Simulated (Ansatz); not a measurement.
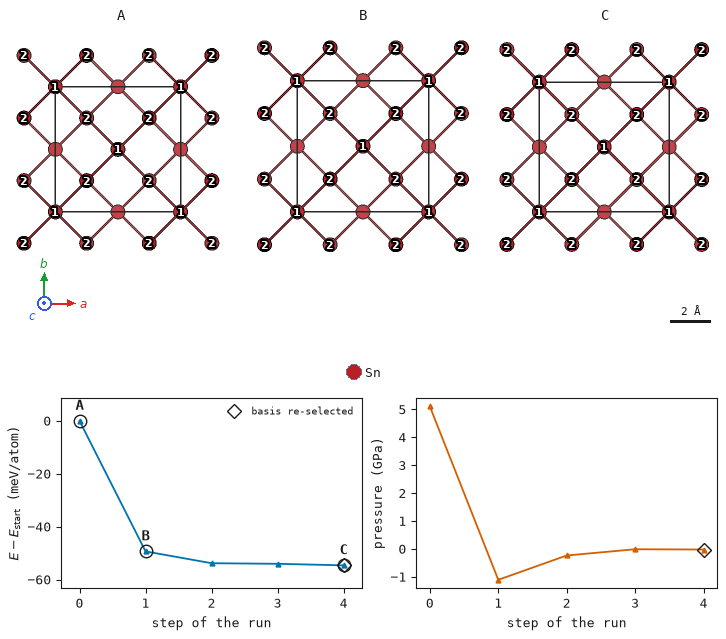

Frames of a relaxation of solid Sn (built on the diamond type), marked on the history of the run. The picture is a ball-and-stick view of the conventional cell (4 times the calculation's cell), seen along the c axis. Lengths and directions refer to the drawn axes.

The calculation used DFT, PBE, plane waves, PAW (Ansatz).

The input:
```yaml
crystal:
  lattice:
    - [0.0, 3.2100674967, 3.2100674967]
    - [3.2100674967, 0.0, 3.2100674967]
    - [3.2100674967, 3.2100674967, 0.0]
  atoms:
    - { symbol: Sn, position: [0.0, 0.0, 0.0] }
    - { symbol: Sn, position: [0.25, 0.25, 0.25] }
kpoints:
  mp_grid: { grid: [6, 6, 6] }
hamiltonian:
  xc: pbe
scf:
  occupations: { method: fermi_dirac, width: 0.02 }
relax:
  f_tol: 0.005
  cell: {}
output:
  write_density: true
  write_potential: true
  elf: true
  volumetric_format: npy
```

Launched with:
```bash
ansatz run input.yaml --threads 4 --pin off --max-ram 7372MiB --backend cpu --events-out ev --progress --plain --runs-dir out
```

Question: Describe the path.

Answer: Over 3 accepted moves (4 points after the start) the energy falls by 54.6 meV per atom. All forces vanish by symmetry, so only the cell relaxes. The pressure goes from 5.11 to −0.02 GPa. At 1 point the geometry stayed and the basis and grid were re-selected for the new cell (energy shift of 0.6 meV per atom at most each time). The atoms keep their places relative to the cell (all moves are under 0.005 Å). The volume changes by +11.5 %, with a = b = c 6.420 → 6.658 Å (+3.7 %). Some distances before and after: Sn1–Sn2 2.780 → 2.883 Å. The space group stays Fd-3m (No. 227). From step 0 to 1: volume +15.3 %, energy −49.3 meV per atom. From step 1 to 4: volume −3.3 %, energy −5.3 meV per atom.

| step | E − E(0), meV/atom | pressure, GPa | volume, Å³/atom | note |
| --- | --- | --- | --- | --- |
| 0 | 0.00 | 5.11 | 33.078 |  |
| 1 | -49.33 | -1.11 | 38.141 |  |
| 2 | -53.80 | -0.23 | 37.130 |  |
| 3 | -54.02 | -0.01 | 36.897 |  |
| 4 | -54.61 | -0.02 | 36.897 | same geometry, new basis |
